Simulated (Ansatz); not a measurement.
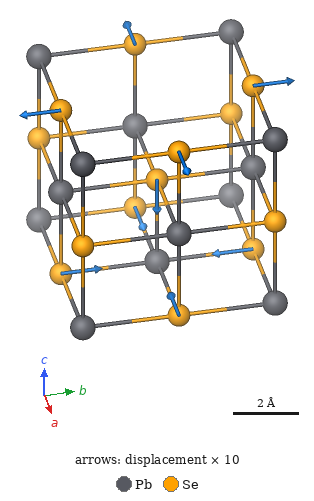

A relaxation of a defect cell of composition Pb₇Se₈. The starting structure is drawn; blue arrows show the displacements, magnified 10 times.

Style: ball-and-stick. Shown: the atoms within 5.8 Å of the atom that moves most (axes of the conventional cell (4 times the calculation's cell)), from a free direction. Lengths and directions refer to the drawn axes.

Case: Pb vacancy, atoms relaxed.

The calculation used Ansatz, DFT PBEsol, scalar-relativistic, plane waves, PAW. Settings: plane-wave cutoff 420 eV; k-point mesh 4 × 4 × 4; occupations gaussian; smearing width 0.1 eV; no spin polarisation; atoms relaxed in a fixed cell; force threshold 0.02 eV/Å; at most 50 steps.

Atoms of which element are displaced furthest, and by how much?

Selenium: up to 0.13 Å, against 0.00 Å for lead.

What did the optimiser do to the structure, and how much energy did it gain?

Over 2 geometry steps the energy falls by 79.4 meV per cell of the calculation. Largest force component: 0.2 eV/Å at the start, 0.0073 eV/Å at the end. The largest moves, 0.13 Å, are those of Se atoms. Pb stays in place. The lattice vectors keep their values. Near-neighbour distances that change, for instance: Pb–Se 3.052 → 2.918 Å. Among the angles between lasting bonds that change: Pb–Se–Pb 180.0° → 175.0°, Pb–Se–Pb 90.0° → 92.5°.
